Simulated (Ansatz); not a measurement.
The compound is LiBr (space group Fm-3m, No. 225), taken as the end point of a relaxation with Ansatz 0.2.0, DFT, PBE, PAW with Ansatz's default frozen-core files, scalar-relativistic.

```cif
data_structure
_symmetry_space_group_name_H-M 'Fm-3m'
_symmetry_Int_Tables_number 225
_cell_length_a 5.5102
_cell_length_b 5.5102
_cell_length_c 5.5102
_cell_angle_alpha 90.000
_cell_angle_beta 90.000
_cell_angle_gamma 90.000
_cell_volume 167.31
loop_
_atom_site_label
_atom_site_type_symbol
_atom_site_symmetry_multiplicity
_atom_site_Wyckoff_symbol
_atom_site_fract_x
_atom_site_fract_y
_atom_site_fract_z
_atom_site_occupancy
Li1 Li 4 a 0.00000 0.00000 0.00000 1
Br1 Br 4 b 0.50000 0.00000 0.00000 1
```

Describe how the polyhedra about Li are linked (bonds: Br–Li below 3.1 Å).

Li: LiBr6 octahedron, sharing corners with six neighbours and edges with twelve neighbours.

They form a three-dimensional framework of corner- and edge-sharing octahedra.

Centre to centre across a shared corner: 5.51 Å; across a shared edge: 3.90 Å.

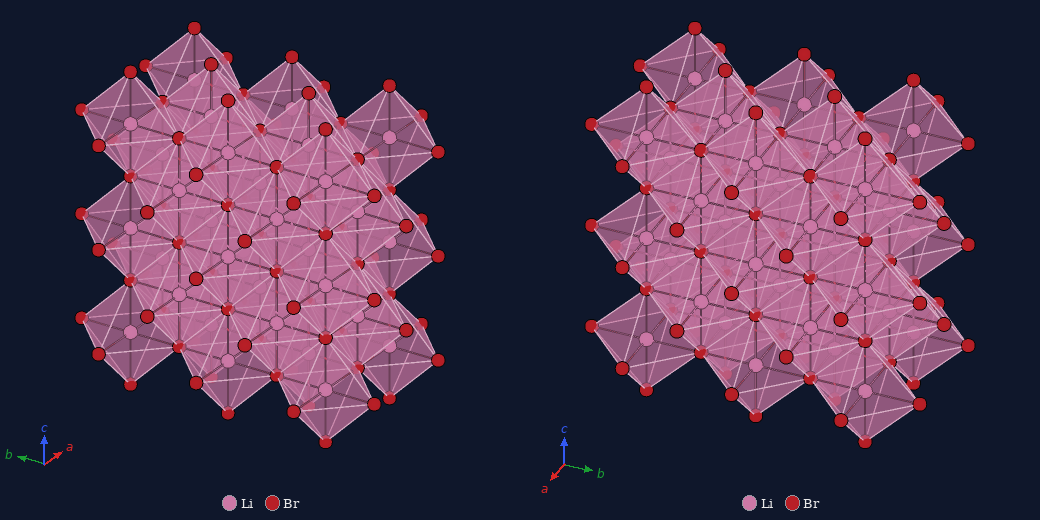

Polyhedra are drawn about Li (bonds: Br–Li below 3.1 Å); other atoms are plain spheres. Two views of the same piece.
